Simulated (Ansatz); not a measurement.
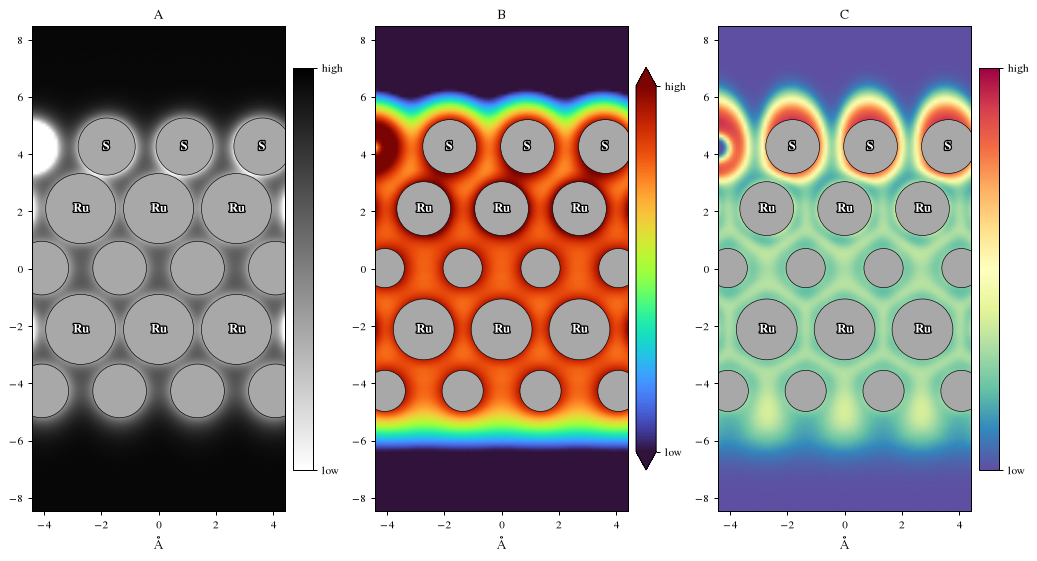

Ru₄S (slab): 3 fields on the (100) plane of the calculation cell, a cut from vacuum to vacuum, with unlabelled colour scales. Grey discs cover the atomic cores.

Not relaxed (largest force 0.6 eV/Å); computed without spin polarisation; PAW files of the earlier set (soft_1).

Level of theory: DFT PBE, scalar-relativistic, plane waves, PAW (Ansatz).

Question: Match the panels to the quantities (electron localisation function, electrostatic potential energy of an electron and valence pseudo-density).

Answer: Panel A: electrostatic potential energy of an electron (low next to the atoms, rising into the space between them). Panel B: valence pseudo-density. Panel C: electron localisation function. From the grid: Ru–S (2.35 Å): ρ at the midpoint is about 0.65 e/Å³; the ELF peaks at about 0.85 in the valence shell of S, 0.8 Å from its nucleus, and is about 0.40 at the midpoint. Ru–Ru (2.72 Å): the density is about 0.38 e/Å³ at the midpoint; the ELF is about 0.30 at the midpoint; no localised pair shows between them.
